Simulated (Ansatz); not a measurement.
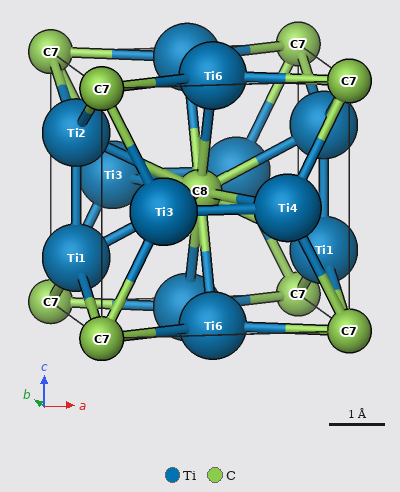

Fig. 1: The structure as given in the input (ball-and-stick view of the cell of the calculation, seen slightly off an axis; atoms are numbered from 1 in the order of the input).

## Ti$_{3}$C: geometry relaxation (part 1 of 2)

- system: Ti$_{3}$C (Pm-3n, 8 atoms in the cell)
- method: DFT PBE, scalar-relativistic, plane waves, PAW, no spin polarisation (Ansatz 0.2.0)

The structure was made by swapping elements on the sites of another compound; it need not be a known phase. It belongs to a series of runs on one base structure; here: A15 type (Pm-3n, No. 223). Figures and captions count atoms from 1; the log counts them from 0 in places.

**The program's output**
```
Engine: ansatz 0.2.0, x86_64-unknown-linux-gnu
Pseudopotentials: kind: paw
Pseudopotential: Ti, paw, valence charge 12, recommended cutoff 420 eV (normal), Ti.paw.azcp
Pseudopotential: C, paw, valence charge 4, recommended cutoff 420 eV (normal), C.paw.azcp
Functional definition: PBE
  parameter kappa = 0.804
  parameter beta = 0.06672455060314922
  exchange = pbe_x(kappa = kappa, mu = beta*pi^2/3)
  correlation = pbe_c(beta = beta)
Crystal: 8 atoms, lattice volume = 102.113 Å³
Basis set: ecut = 420 eV, 2007 PW (Γ), exchange–correlation on 64×64×64 points (8 copies of the dense FFT grid, shifted against one another)
Bands: 48, of which v1, the nominal top of the filled ones, is band 40 counted from 1 (39 counted from 0)
Symmetry: 48 space group operations
Space group: Pm-3n (ITA 223), of the structure as read, at distance tolerance 4.7e-5 Å
k-points: 35 of 512
Non-local potential: Ti, projectors of the file, l = 0: 3, l = 1: 2, l = 2: 3, l = 3: 1
Non-local potential: C, projectors of the file, l = 0: 2, l = 1: 2, l = 2: 1
PAW form: soft (Blöchl's): semilocal exchange-correlation on the pseudo side does not see the compensation charge
PAW one-centre angular grid: Ti, 590 points (default); XC on 64 Gauss nodes
PAW one-centre angular grid: C, 110 points (default); XC on 64 Gauss nodes
Initial density: superposition of atomic densities (neutral atoms: chi_scale 0, normalization atom), corrected by the library's trained network
Initial wavefunctions: pseudopotential atomic-orbital guess
Functional: x = pbe(κ = 0.804, μ = 0.2195149727645171), c = pbe(β = 0.06672455060314922)
SCF iter   1: F=—  HF=-15496.772588 eV  |F-HF|=—  |Δ(HF+E_count)|=         —  Δρ=5.76e-3  dr2=1.42e-2  ethr=1.77e-3  ⟨swp⟩=4.7  Hψ=6391  notcnv=0
preconditioner: auto → Kerker (q_TF=auto, 2.620 Å⁻¹)  [metal: Δε(μ)=0.022 eV  Ē_g=4.305 eV  σ=0.100 eV  W_gap=0.12  n_scr=26 (ndim 8)  ℏωp=20.8 eV  f_vac=0.000  D(μ)=10.73/eV (n_scr^D=146)]
SCF iter   2: F=—  HF=-15496.769874 eV  |F-HF|=—  |Δ(HF+E_count)|=   2.71e-3  Δρ=2.86e-3  dr2=3.31e-3  ethr=1.77e-5  ⟨swp⟩=2.1  Hψ=2342  notcnv=0
SCF iter   3: F=—  HF=-15496.770648 eV  |F-HF|=—  |Δ(HF+E_count)|=   7.73e-4  Δρ=7.57e-4  dr2=3.43e-4  ethr=4.14e-6  ⟨swp⟩=2.8  Hψ=2973  notcnv=0
SCF iter   4: F=—  HF=-15496.770745 eV  |F-HF|=—  |Δ(HF+E_count)|=   9.72e-5  Δρ=2.37e-4  dr2=3.16e-5  ethr=4.28e-7  ⟨swp⟩=2.0  Hψ=2044  notcnv=0
SCF iter   5: F=—  HF=-15496.771048 eV  |F-HF|=—  |Δ(HF+E_count)|=   3.03e-4  Δρ=3.21e-5  dr2=5.60e-7  ethr=3.95e-8  ⟨swp⟩=2.0  Hψ=1997  notcnv=0
SCF iter   6: F=-15496.771048 eV  HF=-15496.771048 eV  |F-HF|=2.93e-8  |Δ(HF+E_count)|=   2.73e-7  Δρ=8.92e-6  dr2=6.52e-8  ethr=1.25e-10  ⟨swp⟩=11.8  Hψ=9404  notcnv=0
SCF 1 converged in 6 iterations: F = -15496.771048 eV  dr2 = 6.52e-8
  greatest PAW one-centre occupation: 0.999 electrons in one spin orbital (limit 2), on the Ti atom at site 5 (counted from 0), in its partial waves of l = 0
relax step   1: F+E_penalty+E_count = -15496.77104810 eV  Δ(F+E_penalty+E_count) = +0.000e0 eV  max|allowed force component| = 4.511e-17 eV/Å  Δτ_max = 0.0000 Å  P = +1.158 GPa  Ω = 102.113 Å³  (6 SCF iters, dr2 threshold 1.00e-7 eV, accepted)
Crystal: 8 atoms, lattice volume = 102.945 Å³
Initial density: handed on by an earlier stage of this run
Initial wavefunctions: those handed on with the density
iter 1 solved again at ethr=3.20e-7 eV; its pass at ethr=3.10e-3 eV (dr2=2.56e-4 eV) is discarded
SCF iter   1: F=—  HF=-15496.772967 eV  |F-HF|=—  |Δ(HF+E_count)|=         —  Δρ=3.28e-4  dr2=1.21e-4  ethr=3.20e-7  ⟨swp⟩=2.0  Hψ=8030  notcnv=0
preconditioner: auto → Kerker (q_TF=auto, 2.616 Å⁻¹)  [metal: Δε(μ)=0.014 eV  Ē_g=4.288 eV  σ=0.100 eV  W_gap=0.08  n_scr=26 (ndim 8)  ℏωp=20.7 eV  f_vac=0.000  D(μ)=10.89/eV (n_scr^D=146)]
SCF iter   2: F=—  HF=-15496.773344 eV  |F-HF|=—  |Δ(HF+E_count)|=   3.77e-4  Δρ=1.87e-4  dr2=3.70e-5  ethr=1.51e-7  ⟨swp⟩=1.2  Hψ=1698  notcnv=0
SCF iter   3: F=—  HF=-15496.773344 eV  |F-HF|=—  |Δ(HF+E_count)|=   2.14e-8  Δρ=3.76e-5  dr2=2.02e-6  ethr=4.63e-8  ⟨swp⟩=2.2  Hψ=2028  notcnv=0
iter 4 did not close the SCF: its close was put off for the readings that it lacked (scf_convergence_deferred on its scf_iter line)
SCF iter   4: F=-15496.773343 eV  HF=-15496.773343 eV  |F-HF|=1.00e-8  |Δ(HF+E_count)|=   4.30e-7  Δρ=1.22e-5  dr2=9.70e-8  ethr=2.52e-9  ⟨swp⟩=2.0  Hψ=2234  notcnv=0
iter 5 did not close the SCF: its close was put off for the readings that it lacked (scf_convergence_deferred on its scf_iter line)
SCF iter   5: F=-15496.773343 eV  HF=-15496.773343 eV  |F-HF|=1.11e-9  |Δ(HF+E_count)|=   2.61e-8  Δρ=2.48e-6  dr2=4.17e-9  ethr=1.21e-10  ⟨swp⟩=2.0  Hψ=2207  notcnv=0
SCF iter   6: F=-15496.773343 eV  HF=-15496.773343 eV  |F-HF|=2.36e-11  |Δ(HF+E_count)|=  7.29e-10  Δρ=4.89e-7  dr2=1.84e-10  ethr=5.22e-12  ⟨swp⟩=4.2  Hψ=8353  notcnv=0
SCF 2 converged in 6 iterations: F = -15496.773343 eV  dr2 = 1.84e-10
relax step   2: F+E_penalty+E_count = -15496.77334315 eV  Δ(F+E_penalty+E_count) = -2.295e-3 eV  max|allowed force component| = 1.041e-16 eV/Å  Δτ_max = 0.0000 Å  P = -0.018 GPa  Ω = 102.945 Å³  energy of the carried Pulay correction = -6.452e-4 eV  (6 SCF iters, dr2 threshold 8.00e-7 eV, accepted)
Initial wavefunctions: pseudopotential atomic-orbital guess (no wavefunctions were taken with the density)
iter 1 solved again at ethr=3.20e-7 eV; its pass at ethr=3.10e-3 eV (dr2=2.56e-4 eV) is discarded
SCF iter   1: F=—  HF=-15496.773518 eV  |F-HF|=—  |Δ(HF+E_count)|=         —  Δρ=2.15e-4  dr2=1.05e-6  ethr=3.20e-7  ⟨swp⟩=3.0  Hψ=10099  notcnv=0
preconditioner: auto → Kerker (q_TF=auto, 2.616 Å⁻¹)  [metal: Δε(μ)=0.015 eV  Ē_g=4.287 eV  σ=0.100 eV  W_gap=0.08  n_scr=26 (ndim 8)  ℏωp=20.7 eV  f_vac=0.000  D(μ)=10.91/eV (n_scr^D=146)]
SCF iter   2: F=—  HF=-15496.773969 eV  |F-HF|=—  |Δ(HF+E_count)|=   4.51e-4  Δρ=1.09e-4  dr2=2.69e-7  ethr=1.31e-9  ⟨swp⟩=2.0  Hψ=2201  notcnv=0
SCF iter   3: F=—  HF=-15496.773998 eV  |F-HF|=—  |Δ(HF+E_count)|=   2.91e-5  Δρ=2.05e-6  dr2=1.59e-9  ethr=3.37e-10  ⟨swp⟩=1.2  Hψ=1689  notcnv=0
iter 4 did not close the SCF: its close was put off for the readings that it lacked (scf_convergence_deferred on its scf_iter line)
SCF iter   4: F=-15496.773998 eV  HF=-15496.773998 eV  |F-HF|=7.09e-11  |Δ(HF+E_count)|=   4.33e-9  Δρ=4.91e-7  dr2=7.07e-11  ethr=1.99e-12  ⟨swp⟩=2.9  Hψ=3325  notcnv=0
iter 5 did not close the SCF: its close was put off for the readings that it lacked (scf_convergence_deferred on its scf_iter line)
SCF iter   5: F=-15496.773998 eV  HF=-15496.773998 eV  |F-HF|=9.09e-12  |Δ(HF+E_count)|=  8.19e-11  Δρ=1.21e-7  dr2=4.12e-12  ethr=1.00e-12  ⟨swp⟩=1.0  Hψ=1680  notcnv=0
iter 6 did not close the SCF: its close was put off for the readings that it lacked (scf_convergence_deferred on its scf_iter line)
SCF iter   6: F=-15496.773998 eV  HF=-15496.773998 eV  |F-HF|=1.82e-12  |Δ(HF+E_count)|=  5.46e-12  Δρ=7.99e-9  dr2=3.00e-14  ethr=1.00e-12  ⟨swp⟩=1.0  Hψ=1680  notcnv=0
iter 7 did not close the SCF: its close was put off for the readings that it lacked (scf_convergence_deferred on its scf_iter line)
SCF iter   7: F=-15496.773998 eV  HF=-15496.773998 eV  |F-HF|=3.64e-12  |Δ(HF+E_count)|=    0.00e0  Δρ=2.95e-9  dr2=1.03e-14  ethr=1.00e-12  ⟨swp⟩=1.0  Hψ=1680  notcnv=0
SCF iter   8: F=-15496.773998 eV  HF=-15496.773998 eV  |F-HF|=1.82e-12  |Δ(HF+E_count)|=  7.28e-12  Δρ=1.42e-9  dr2=1.62e-15  ethr=1.00e-12  ⟨swp⟩=2.8  Hψ=4300  notcnv=0
SCF 3 converged in 8 iterations: F = -15496.773998 eV  dr2 = 1.62e-15
relax step   3: F+E_penalty+E_count = -15496.77399774 eV  Δ(F+E_penalty+E_count) = -6.546e-4 eV  max|allowed force component| = 9.483e-17 eV/Å  Δτ_max = 0.0000 Å  P = -0.012 GPa  Ω = 102.945 Å³  stress off target by 1.25e-2 GPa  SCF on the basis re-selected at this cell (its energy is not comparable with the rows above)  (8 SCF iters)
```

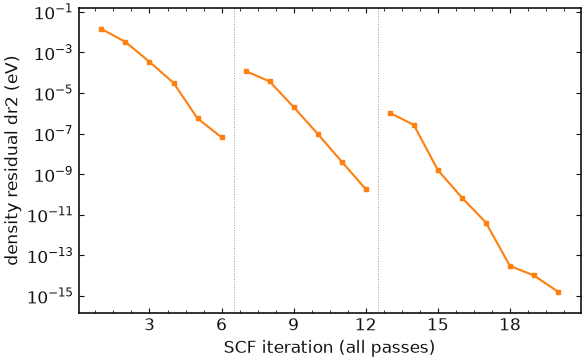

Fig. 2: Convergence of the self-consistent field: density residual dr2 against the SCF iteration. The dotted lines part the SCF passes of the relaxation: geometry steps, rejected trials and re-solves on a re-selected basis. The passes take 6, 6 and 8 iterations.

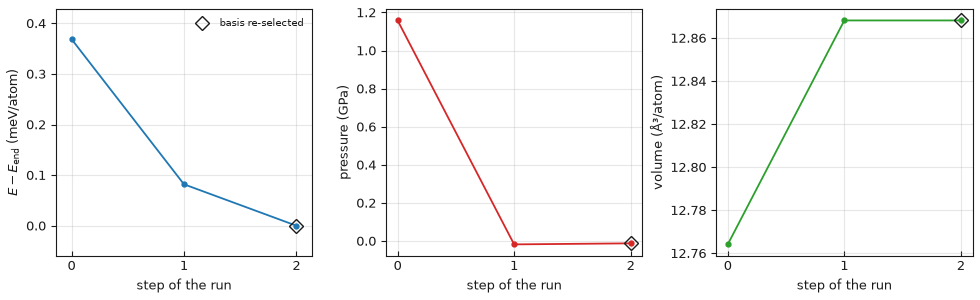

Fig. 3: Progress of the relaxation, step by step (the first geometry is step 0 here and step 1 in the log). No atom moves by more than 0.005 Å relative to the cell. Over 1 geometry step the energy falls by 0.3 meV per atom. All forces vanish by symmetry, so only the cell relaxes. The pressure goes from 1.16 to −0.01 GPa. A last SCF at the same geometry on a re-selected plane-wave basis shifts the energy by −0.1 meV per atom.

```
basis re-selected at this cell: Δ(F+E_penalty+E_count) = -6.546e-4 eV, ΔP = +0.005 GPa vs the last step (what re-selecting the basis moved, of the pressure what is left beyond the Pulay correction that the steps carried, after the strain that the cell walked since its last selection, with what the two solves' SCF thresholds leave and, on support functions, any second-order correction that the steps lacked; it is no measure of the basis error at this ecutwfc). This SCF's stress stands 1.25e-2 GPa from its target on what of the cell is left free (relax.cell.stress_tol is 5.00e-2 GPa) and its largest allowed force component is 9.48e-17 eV/Å (relax.f_tol is 1.00e-2 eV/Å): within both
SCF converged after 8 iterations
Free energy (F): -15496.773998 eV
Harris-Foulkes:  -15496.773998 eV  (|F-HF|=1.82e-12)
Internal energy: -15496.719438 eV  (E = F + TS)
E sigma→0 (E₀):  -15496.746718 eV
Entropy (-TS):   -0.054559 eV (-6.820 meV/atom)
Fermi energy:    15.235305 eV
--- Per-component energies (eV) ---
  E_band       = -734.200716
  E_kinetic    = 1824.271265
  E_local      = -4716.487126  (includes V_loc(G=0)·N_el)
  E_nonlocal   = 108.517765
  E_hartree    = 1977.001707
  E_xc         = -684.028877
  E_vxc        = -855.403394  (∫ρ·V_xc dr)
  E_paw        = -6490.095479  (= ΣΔE_a)
  E_vpaw       = -1049.103296  (= ΣTr[D̂ρ^β])
  E_aug_tail   = 0.000657  (compensation charges beyond the density's cutoff)
  E_ewald      = -7515.899350
  E_smearing   = -0.054559  (= −TS)
  E_closure    = 0.000000  (closes the sum)
  Σ components = -15496.773998   (vs F -15496.773998, Δ=0.00e0)
--- Forces (eV/Å), atoms counted from 1 ---
  atom   1  Ti    -0.00000000     0.00000000     0.00000000
  atom   2  Ti     0.00000000    -0.00000000    -0.00000000
  atom   3  Ti     0.00000000    -0.00000000    -0.00000000
  atom   4  Ti    -0.00000000     0.00000000     0.00000000
  atom   5  Ti     0.00000000     0.00000000    -0.00000000
  atom   6  Ti    -0.00000000    -0.00000000     0.00000000
  atom   7  C     -0.00000000     0.00000000     0.00000000
  atom   8  C     -0.00000000     0.00000000    -0.00000000
  max |Σ_I F_I| component: 4.39e-17 eV/Å
--- Stress (GPa, compression-positive) ---
       -0.012463      -0.000000       0.000000
       -0.000000      -0.012463      -0.000000
       -0.000000      -0.000000      -0.012463
  P = ⅓ Tr σ = -0.0125 GPa (-0.125 kbar)
--- Band table (eV; the first three rows and the last of 35) ---
```
